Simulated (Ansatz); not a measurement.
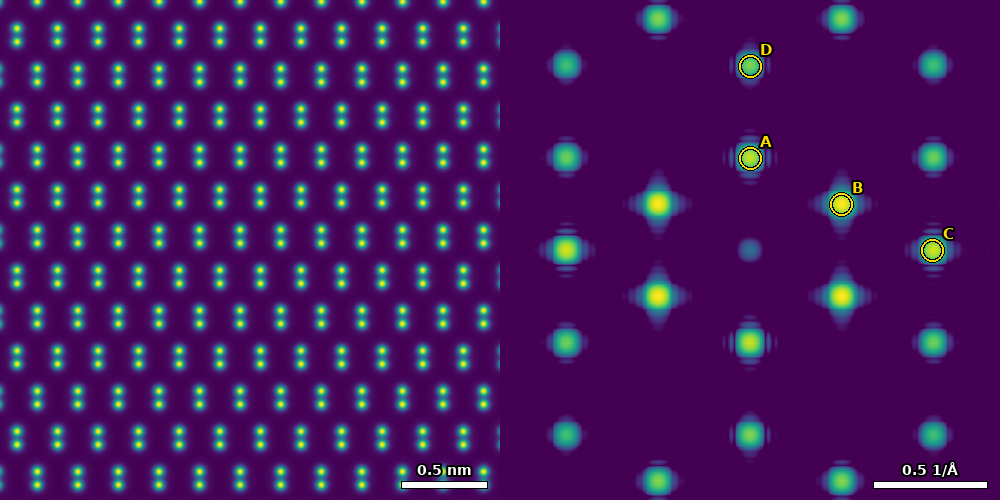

Dark-field STEM-like image of a crystal. Simulated incoherent Z contrast: every atom adds Z^1.7 spread by a probe of 0.50 Å full width; channelling and multiple scattering are left out. The probe carries 25 % of its weight in a tail 2.5 times as wide.

The right panel is the modulus of the image's Fourier transform on a logarithmic scale.

**Which lattice spacings do the marked spots stand for, and what angle do A and B enclose?**

A: 2.4 Å, B: 2.2 Å, C: 1.2 Å, D: 1.2 Å; A and B enclose about 63°.

The crystal is Mo (P6_3/mmc, No. 194) along [101]; the spots are (0 -1 0), (-1 0 1), (-2 1 2) and (0 -2 0). Structure used: coordinates from a relaxation with DFT, BLYP, plane waves (420 eV) with PAW, scalar-relativistic in Ansatz; the starting structure was generated, so it need not be a known form of this composition.
